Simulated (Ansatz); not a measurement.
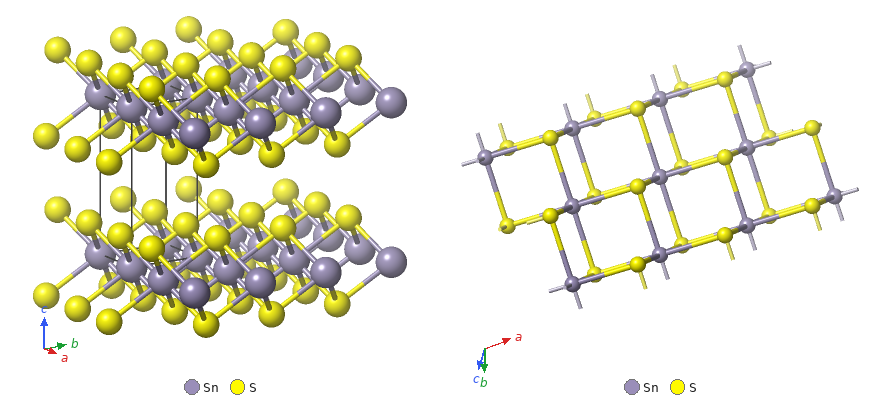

Left: the structure. Right: its underlying net. Nodes are coloured by element. One layer is drawn. Edges to nodes outside the piece are drawn as stubs.

SnS₂ (space group P-3m1, No. 164): the input geometry of an electronic-structure calculation (not necessarily at equilibrium); the starting structure was generated, so it need not be a known form of this composition.

Bonds are taken as S–Sn below 2.9 Å; no other contact counts. Atoms with one bond or none are removed and atoms with two bonds are replaced by edges, until no such atom is left.

The result is a binodal (3,6)-connected, two-periodic (layers) net: S is a 3-connected node; Sn is a 6-connected node, in the ratio 2:1. It is the kgd net, known from the layers of CdI2 (1T type). The layers lie parallel to (001).

```tsv
node	links	point symbol	coordination sequence
S	3	4³	3 12 9 24 15 36
Sn	6	4⁶·6⁶·8³	6 6 18 12 30 18
```
